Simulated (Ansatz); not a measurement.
**Si3Ge: density, localisation and related maps**

Input

```
crystal:
  lattice:
    - [3.9077736208, 2.2561541519, 3.1907586708]
    - [-3.9077736208, 2.2561541519, 3.1907586708]
    - [0.0, -4.5123083038, 3.1907586708]
  atoms:
    - { symbol: Si, position: [0.6218247279, 0.1281737409, 0.6218247279] }
    - { symbol: Si, position: [0.3781752721, 0.3781752721, 0.8718262591] }
    - { symbol: Si, position: [0.8718262591, 0.3781752721, 0.3781752721] }
    - { symbol: Si, position: [0.3781752721, 0.8718262591, 0.3781752721] }
    - { symbol: Si, position: [0.1281737409, 0.6218247279, 0.6218247279] }
    - { symbol: Si, position: [0.6218247279, 0.6218247279, 0.1281737409] }
    - { symbol: Ge, position: [0.8716176695, 0.8716176695, 0.8716176695] }
    - { symbol: Ge, position: [0.1283823305, 0.1283823305, 0.1283823305] }
basis:
  ecutwfc: 420
kpoints:
  mp_grid: { grid: [6, 6, 6] }
hamiltonian:
  xc: pbe
scf:
  occupations: { method: gaussian, width: 0.02 }
output:
  forces: true
  stress: true
  eigenvalues: true
  write_density: true
  write_potential: true
  elf: true
  volumetric_format: npy
relax:
  adjacent_minimum: "off"
  f_tol: 0.01
  max_steps: 80
  cell: { stress_tol: 0.05 }
```

Launched as:

```sh
ansatz run input.yaml --threads 1 --pin off --max-ram 2560MiB --backend cpu --events-out ev --progress --plain --runs-dir out
```

Below, planes, directions and counts refer to the conventional cell (a = 7.83 Å, b = 7.83 Å, c = 9.58 Å, α = 90.00°, β = 90.00°, γ = 120.00°).

The fields are those of the relaxed geometry.

Space group R-3m; a generated structure, not necessarily the stable one.

Method: DFT PBE, scalar-relativistic, plane waves, PAW in Ansatz.

The density is the valence pseudo-density of a PAW calculation; it isn't the true density close to the nuclei.

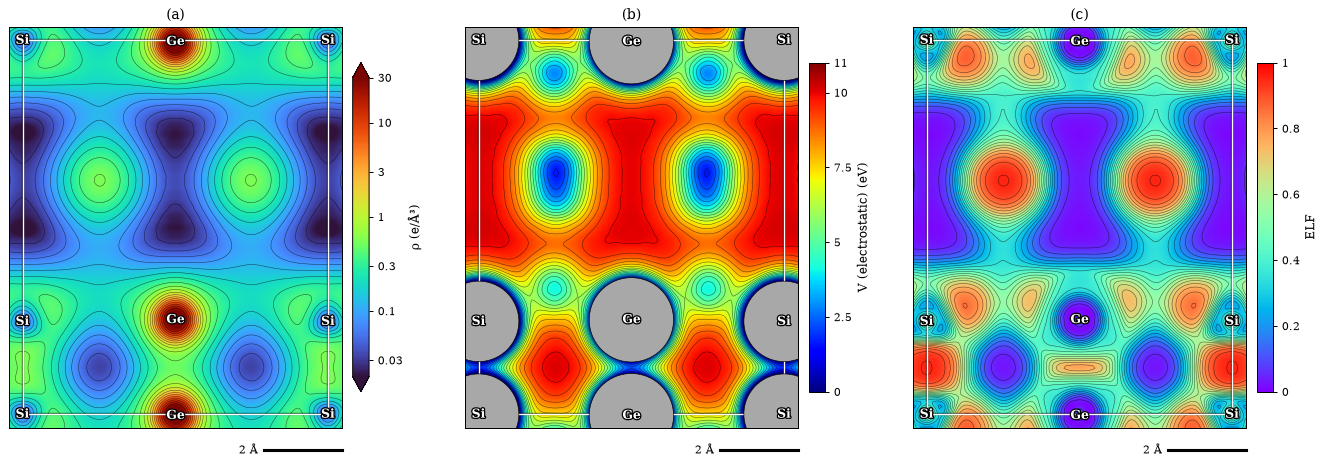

Figure 1. (a) valence pseudo-density; (b) electrostatic potential (local pseudopotential plus Hartree) felt by an electron; (c) ELF on the (010) plane of the conventional cell. Grey discs cover the atomic cores in the potential map.

Interpret the plot.

- The plane passes through Si and Ge nuclei.
- Si–Si (2.38 Å): ρ at the midpoint is about 0.55 e/Å³; the ELF peaks at about 0.95 between the atoms (a covalent bond).
- Ge–Ge (2.46 Å): ρ at the midpoint is about 0.5 e/Å³; the ELF peaks at about 0.80 between the atoms, as expected for localised, covalent bonding.
- Between the atoms the lowest density in this plane is 0.01 e/Å³.
- Outside the cores the potential energy rises away from the atoms and is highest about 2.3 Å from the nearest atoms; its zero is arbitrary.

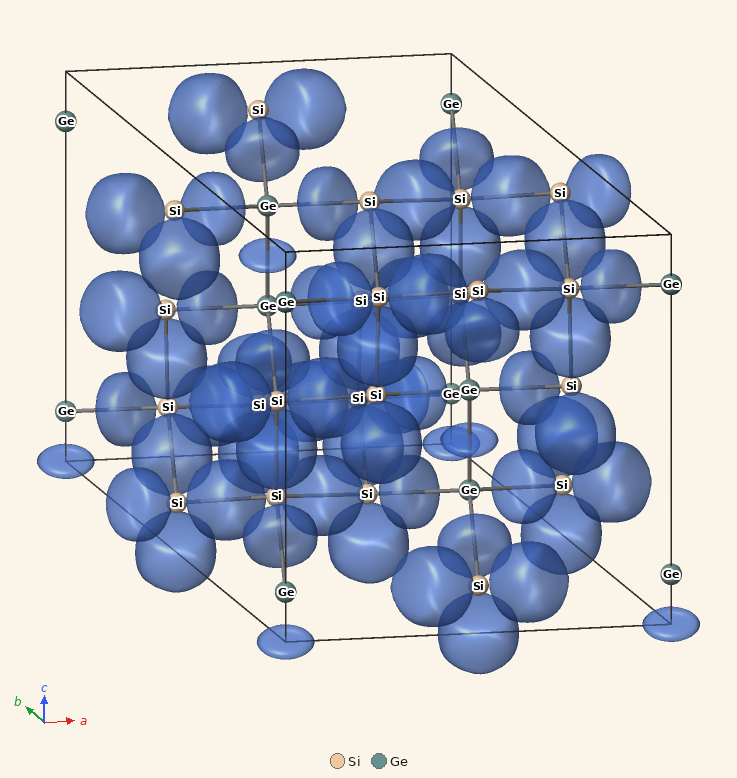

Figure 2. Isosurface of the electron localisation function at 0.7 (blue), seen at an oblique angle. Core shells and regions of very low density are left out. Sticks mark near contacts.

Identify the bonds, lone pairs and shells in this picture.

At this value the surface marks out three regions between bonded Ge–Ge atoms (shared pairs), 18 regions between bonded Ge–Si atoms (shared pairs) and 27 regions between bonded Si–Si atoms (shared pairs), counted in one cell of 24 atoms. Any copies at cell faces, edges or corners count once. Along the contacts the grid gives the following. Si–Ge (2.41 Å): the ELF peaks at about 0.95 between the atoms, as expected for a shared electron pair.

Does the calculation give a band gap?

It is gapped, with a Kohn–Sham gap of 0.44 eV on the k-point mesh, an upper bound to the gap of this method.
